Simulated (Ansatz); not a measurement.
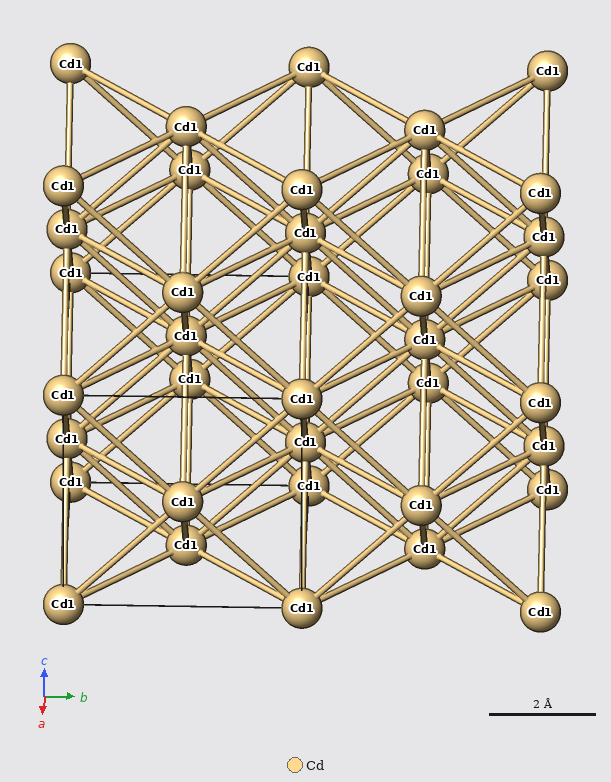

Fig. 1: The input geometry of the first run (ball-and-stick view of the cell 4 times as large as that of the calculation, set on its symmetry axes, repeated 1 × 2 × 2, seen at an oblique angle; atoms are numbered from 1 in the order of the input). Near neighbours in the crystal (not all of them lie inside the picture): Cd has 12 Cd at 3.17 to 3.23 Å.

# Cd: a changed input and its effect

System: Cd (Fmmm, 1 atom in the cell).
Method of the first run: DFT PBE, scalar-relativistic, plane waves, PAW, no spin polarisation (Ansatz 0.2.0).

The structure derives from a Materials Project entry. Text and figures count atoms from 1; the logs count them from 0 in places.

Input, the first run:
```yaml
crystal:
  lattice:
    - [0.0, 2.3143393943, 2.254153496]
    - [2.2241732545, 0.0, 2.254153496]
    - [2.2241732545, 2.3143393943, 0.0]
  atoms:
    - { symbol: Cd, position: [0.0, 0.0, 0.0] }
basis:
  ecutwfc: 420
kpoints:
  mp_grid: { grid: [18, 18, 18] }
hamiltonian:
  xc: pbe
scf:
  occupations: { method: gaussian, width: 0.15 }
output:
  forces: true
  stress: true
  eigenvalues: true
```

Launched with:
```bash
ansatz run input.yaml --threads 1 --pin off --max-ram 2048MiB --backend cpu --events-out ev --progress --plain --runs-dir out
```

Hardware: 1 thread of Arm Neoverse V2, 24 GiB of memory available, shared host.

Output, shortened to warnings, some set-up lines, iterations and results (the first run):
```
Basis set: ecut = 420 eV, 467 PW (Γ), exchange–correlation on 48×48×48 points (8 copies of the dense FFT grid, shifted against one another)
Symmetry: 8 space group operations
k-points: 865 of 5832
Initial density: superposition of atomic densities (neutral atoms: chi_scale 0, normalization atom), corrected by the library's trained network
[...]
SCF iter   1: F=—  HF=-8254.444956 eV  |F-HF|=—  |Δ(HF+E_count)|=         —  Δρ=4.19e-4  dr2=1.81e-5  ethr=1.77e-3  ⟨swp⟩=4.9  Hψ=60577  notcnv=0
SCF iter   2: F=—  HF=-8254.445107 eV  |F-HF|=—  |Δ(HF+E_count)|=   1.52e-4  Δρ=2.74e-4  dr2=8.41e-6  ethr=9.05e-8  ⟨swp⟩=2.4  Hψ=28082  notcnv=0
SCF iter   3: F=—  HF=-8254.445126 eV  |F-HF|=—  |Δ(HF+E_count)|=   1.90e-5  Δρ=8.70e-5  dr2=1.44e-6  ethr=4.21e-8  ⟨swp⟩=2.0  Hψ=17305  notcnv=0
SCF iter   4: F=-8254.445126 eV  HF=-8254.445126 eV  |F-HF|=2.69e-9  |Δ(HF+E_count)|=   5.23e-7  Δρ=1.67e-5  dr2=4.54e-8  ethr=7.20e-9  ⟨swp⟩=2.0  Hψ=16623  notcnv=0
SCF iter   5: F=-8254.445126 eV  HF=-8254.445126 eV  |F-HF|=5.01e-9  |Δ(HF+E_count)|=   8.23e-9  Δρ=5.13e-6  dr2=5.02e-9  ethr=2.27e-10  ⟨swp⟩=2.0  Hψ=17269  notcnv=0
SCF iter   6: F=-8254.445126 eV  HF=-8254.445126 eV  |F-HF|=2.33e-10  |Δ(HF+E_count)|=   1.79e-9  Δρ=1.05e-6  dr2=2.48e-10  ethr=2.51e-11  ⟨swp⟩=2.0  Hψ=36217  notcnv=0
SCF 1 converged in 6 iterations: F = -8254.445126 eV  dr2 = 2.48e-10
SCF converged after 6 iterations
Free energy (F): -8254.445126 eV
Harris-Foulkes:  -8254.445126 eV  (|F-HF|=2.33e-10)
Internal energy: -8254.440761 eV  (E = F + TS)
E sigma→0 (E₀):  -8254.442943 eV
Entropy (-TS):   -0.004365 eV (-4.365 meV/atom)
Fermi energy:    13.269318 eV
--- Per-component energies (eV) ---
  E_band       = -417.022129
  E_kinetic    = 504.540428
  E_local      = -3038.517137  (includes V_loc(G=0)·N_el)
  E_nonlocal   = 32.161460
  E_hartree    = 1422.668647
  E_xc         = -176.873757
  E_vxc        = -221.813289  (∫ρ·V_xc dr)
  E_paw        = -4082.275105  (= ΣΔE_a)
  E_vpaw       = -538.729728  (= ΣTr[D̂ρ^β])
  E_aug_tail   = 0.000013  (compensation charges beyond the density's cutoff)
  E_ewald      = -2916.145310
  E_smearing   = -0.004365  (= −TS)
  E_closure    = -0.000000  (closes the sum)
  Σ components = -8254.445126   (vs F -8254.445126, Δ=0.00e0)
--- Forces (eV/Å), atoms counted from 1 ---
  atom   1  Cd     0.00000000     0.00000000     0.00000000
  max |Σ_I F_I| component: 0.00e0 eV/Å
--- Stress (GPa, compression-positive) ---
       -0.183037       0.000000       0.000000
        0.000000      -1.247458       0.000000
        0.000000       0.000000      -0.434385
  P = ⅓ Tr σ = -0.6216 GPa (-6.216 kbar)
```

The input of the second run differs as follows (lines with − go, lines with + come):
```diff
-    - [2.2241732545, 0.0, 2.254153496]
-    - [2.2241732545, 2.3143393943, 0.0]
+    - [2.1939675977, 0.0, 2.254153496]
+    - [2.1939675977, 2.3143393943, 0.0]
```

Predict how the results change.

With the same functional and potentials, the second run lies 0.41 meV per atom higher. The pressure goes from −0.62 to −0.06 GPa. The volume per atom goes from 23.21 to 22.89 Å³. The number of SCF iterations is the same. The plane waves at Γ go from 467 to 451.

Output, shortened to warnings, some set-up lines, iterations and results (the second run):
```
Basis set: ecut = 420 eV, 451 PW (Γ), exchange–correlation on 48×48×48 points (8 copies of the dense FFT grid, shifted against one another)
Symmetry: 8 space group operations
k-points: 865 of 5832
Initial density: superposition of atomic densities (neutral atoms: chi_scale 0, normalization atom), corrected by the library's trained network
[...]
SCF iter   1: F=—  HF=-8254.444546 eV  |F-HF|=—  |Δ(HF+E_count)|=         —  Δρ=4.32e-4  dr2=1.96e-5  ethr=1.77e-3  ⟨swp⟩=4.9  Hψ=60511  notcnv=0
SCF iter   2: F=—  HF=-8254.444694 eV  |F-HF|=—  |Δ(HF+E_count)|=   1.48e-4  Δρ=2.81e-4  dr2=8.85e-6  ethr=9.79e-8  ⟨swp⟩=2.4  Hψ=28052  notcnv=0
SCF iter   3: F=—  HF=-8254.444712 eV  |F-HF|=—  |Δ(HF+E_count)|=   1.80e-5  Δρ=6.56e-5  dr2=7.98e-7  ethr=4.42e-8  ⟨swp⟩=2.0  Hψ=17298  notcnv=0
SCF iter   4: F=-8254.444712 eV  HF=-8254.444712 eV  |F-HF|=8.09e-9  |Δ(HF+E_count)|=   2.70e-7  Δρ=1.76e-5  dr2=4.71e-8  ethr=3.99e-9  ⟨swp⟩=2.8  Hψ=22481  notcnv=0
SCF iter   5: F=-8254.444712 eV  HF=-8254.444712 eV  |F-HF|=6.40e-10  |Δ(HF+E_count)|=   1.01e-8  Δρ=4.26e-6  dr2=2.87e-9  ethr=2.35e-10  ⟨swp⟩=2.5  Hψ=18889  notcnv=0
SCF iter   6: F=-8254.444712 eV  HF=-8254.444712 eV  |F-HF|=8.37e-11  |Δ(HF+E_count)|=  7.39e-10  Δρ=7.58e-7  dr2=1.10e-10  ethr=1.43e-11  ⟨swp⟩=2.1  Hψ=35267  notcnv=0
SCF 1 converged in 6 iterations: F = -8254.444712 eV  dr2 = 1.10e-10
SCF converged after 6 iterations
Free energy (F): -8254.444712 eV
Harris-Foulkes:  -8254.444712 eV  (|F-HF|=8.37e-11)
Internal energy: -8254.440549 eV  (E = F + TS)
E sigma→0 (E₀):  -8254.442631 eV
Entropy (-TS):   -0.004162 eV (-4.162 meV/atom)
Fermi energy:    13.521253 eV
--- Per-component energies (eV) ---
  E_band       = -412.708305
  E_kinetic    = 504.631219
  E_local      = -3016.285154  (includes V_loc(G=0)·N_el)
  E_nonlocal   = 32.140730
  E_hartree    = 1413.684975
  E_xc         = -176.951539
  E_vxc        = -221.922066  (∫ρ·V_xc dr)
  E_paw        = -4082.229132  (= ΣΔE_a)
  E_vpaw       = -538.642234  (= ΣTr[D̂ρ^β])
  E_aug_tail   = 0.000013  (compensation charges beyond the density's cutoff)
  E_ewald      = -2929.431662
  E_smearing   = -0.004162  (= −TS)
  E_closure    = -0.000000  (closes the sum)
  Σ components = -8254.444712   (vs F -8254.444712, Δ=0.00e0)
--- Forces (eV/Å), atoms counted from 1 ---
  atom   1  Cd     0.00000000     0.00000000    -0.00000000
  max |Σ_I F_I| component: 4.93e-32 eV/Å
--- Stress (GPa, compression-positive) ---
        0.618421       0.000000       0.000000
        0.000000      -0.894502       0.000000
        0.000000       0.000000       0.102497
  P = ⅓ Tr σ = -0.0579 GPa (-0.579 kbar)
```

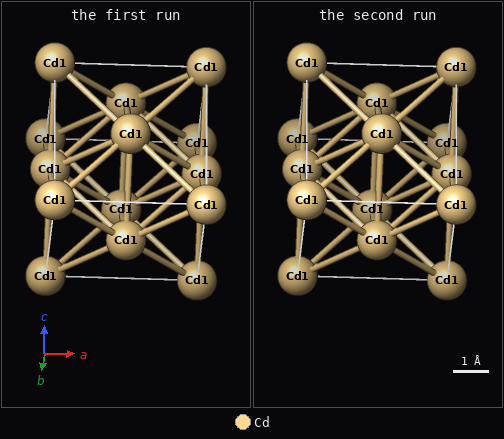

Fig. 2: The two input geometries at one scale (ball-and-stick view of the cell 4 times as large as that of the calculation, set on its symmetry axes, seen at an oblique angle). The atoms keep their places relative to the cell (all moves are under 0.005 Å). The drawn cell changes as follows: a 4.448 → 4.388 Å (−1.4 %), b stays at 4.508 Å, c stays at 4.629 Å; the volume changes by −1.4 %. Among the contacts that change: Cd1–Cd1 3.167 → 3.146 Å.

The two runs side by side:

| quantity | the first run | the second run |
| --- | --- | --- |
| outcome | converged | converged |
| free energy per atom (eV) | −8254.4451 | −8254.4447 |
| energy per atom, smearing taken to zero (eV) | −8254.4429 | −8254.4426 |
| gap on the mesh (eV) | 0.00 | 0.00 |
| pressure (GPa) | −0.62 | −0.06 |
| volume per atom (Å³) | 23.21 | 22.89 |
| largest force (eV/Å) | 0.000 | 0.000 |
| SCF iterations | 6 | 6 |
| irreducible k-points | 865 | 865 |
| plane waves at Γ | 467 | 451 |
| wall time (shared host) | 10 s | 10 s |
